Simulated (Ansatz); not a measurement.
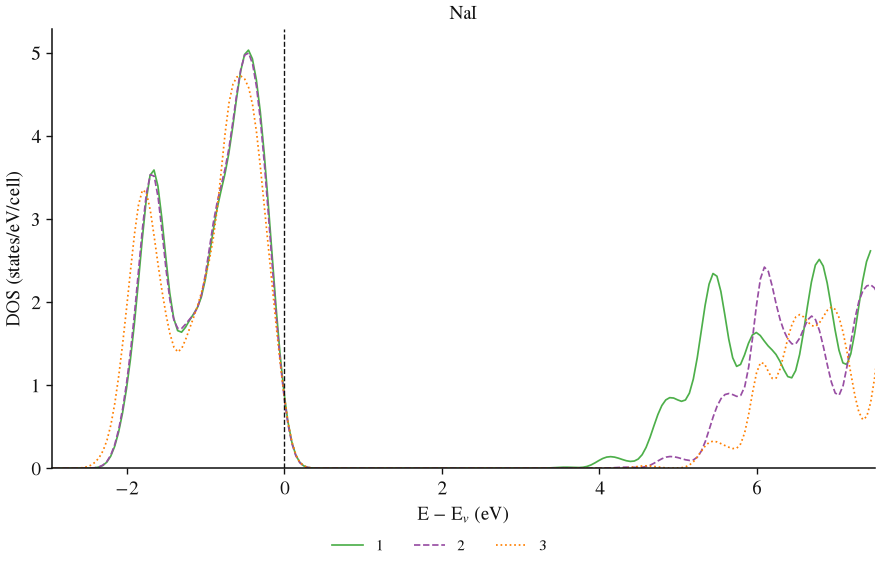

Total densities of states of NaI, space group I4/mmm, 2 atoms in the cell, rocksalt type, epitaxial (xy) strain +2.0%, by three methods on the same cell. The curves are built from the levels of the k mesh with Gaussians 0.3 eV wide, which also blur the band edges. Each is counted from its own valence-band top.

Which curve is which? The methods: r2SCAN, PBE, HSE06.

Answer. 1 is PBE; 2 is r2SCAN; 3 is HSE06. PBE gives a gap of 3.57 eV, r2SCAN gives a gap of 4.34 eV and HSE06 gives a gap of 4.59 eV.

Settings. PBE: DFT, PBE, plane waves, PAW, no spin polarisation, 8×8×8 k mesh, 420 eV cutoff, Fermi-Dirac smearing of 0.02 eV (Ansatz 0.2.0). r2SCAN: DFT, r2SCAN, plane waves, PAW, no spin polarisation, 8×8×8 k mesh, 500 eV cutoff (Ansatz 0.2.0). HSE06: DFT, HSE06, plane waves, PAW, no spin polarisation, 6×6×6 k mesh, 420 eV cutoff (Ansatz).

Spin-orbit coupling is left out, which matters for I.
